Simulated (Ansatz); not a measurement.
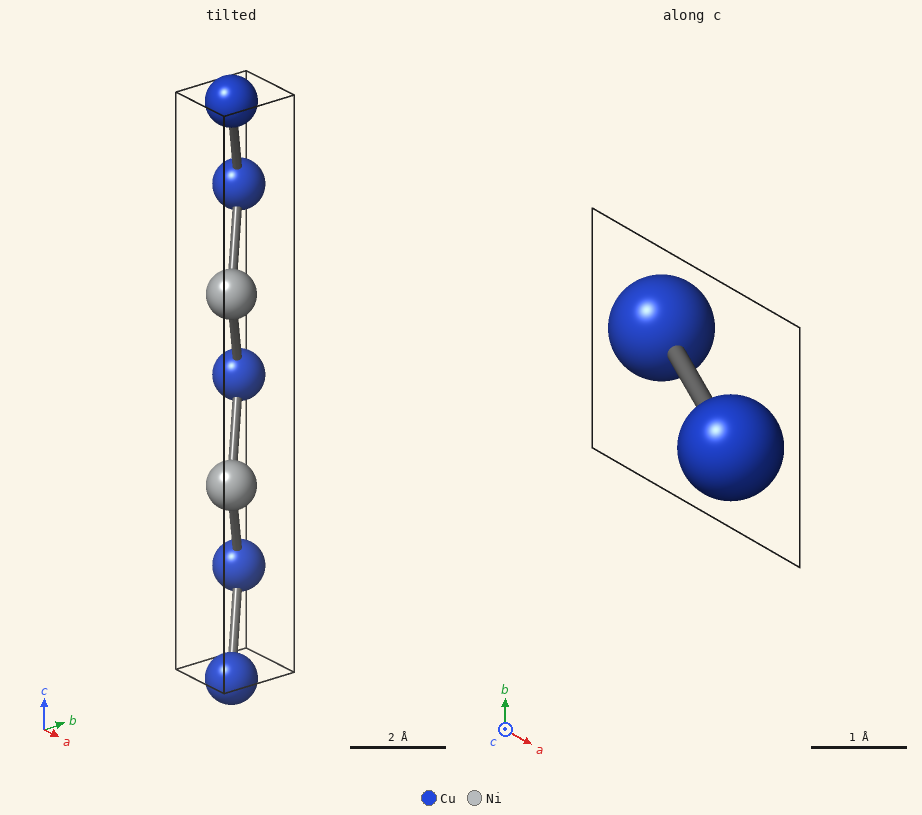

We look at a ball-and-stick model of the crystal slightly off an axis and along the c axis. The lines enclose the conventional unit cell; boundary atoms appear with their images. Cell: a = 2.52 Å, b = 2.52 Å, c = 12.55 Å, α = 90.00°, β = 90.00°, γ = 120.00°.

Provenance: a structure type filled with these elements by a generator (whether the compound takes this form wasn't checked). Earlier steps of the study, as a rule a relaxation of our own, may have changed the cell and positions, so they can lie some per cent off the listed ones. It was run through Ansatz as a DFT input.

Question: Describe the arrangement of the atoms.

Answer: The formula is Cu₂Ni. The lattice is primitive hexagonal and the space group P-6m2 (No. 187). Content of the cell: 4 Cu, 2 Ni (Z = 2). Each Ni has six Cu and six Ni in an anticuboctahedral arrangement (about 2.5 Å to Cu, 2.5 Å to Ni). Cu takes three kinds of site: 2h with nine Cu and three Ni in an anticuboctahedral arrangement (about 2.5 to 2.6 Å to Cu, 2.5 Å to Ni); 1d with six Cu and six Ni in an anticuboctahedral arrangement (about 2.5 Å to Cu, 2.5 Å to Ni); 1e with twelve Cu in an anticuboctahedral arrangement at about 2.5 to 2.6 Å. The bonds build a three-dimensional framework.

The numbers come from Ansatz 0.2.0, DFT PBE, scalar-relativistic, plane waves, PAW, using a basis cut at 420 eV, an 18×18×4 k-point grid, Gaussian smearing of 0.1 eV, no spin polarisation (a spin-restricted run, not always the ground state).

Question: Classify it as metallic or gapped, with the value.

Answer: A metal: bands cross the Fermi level.

Question: What charge does Bader's analysis assign to each element?

Answer: Cu +0.01 to +0.04 e; Ni -0.05 e.

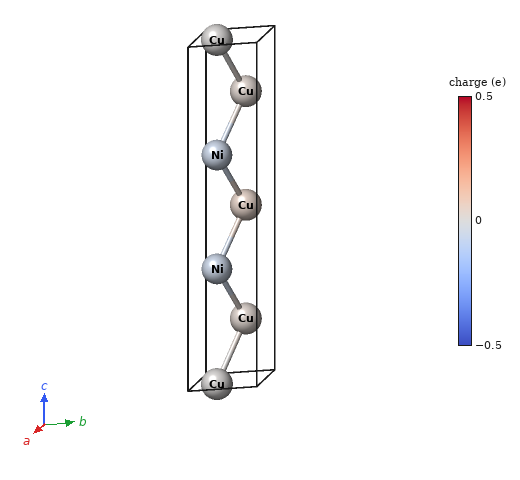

The atoms coloured by those charges. The run's cell of 6 atoms is drawn.

Question: Is the structure relaxed at this level of theory?

Answer: Yes. All forces vanish to within 0.01 eV/Å. The pressure is 0.0 GPa, close to zero.
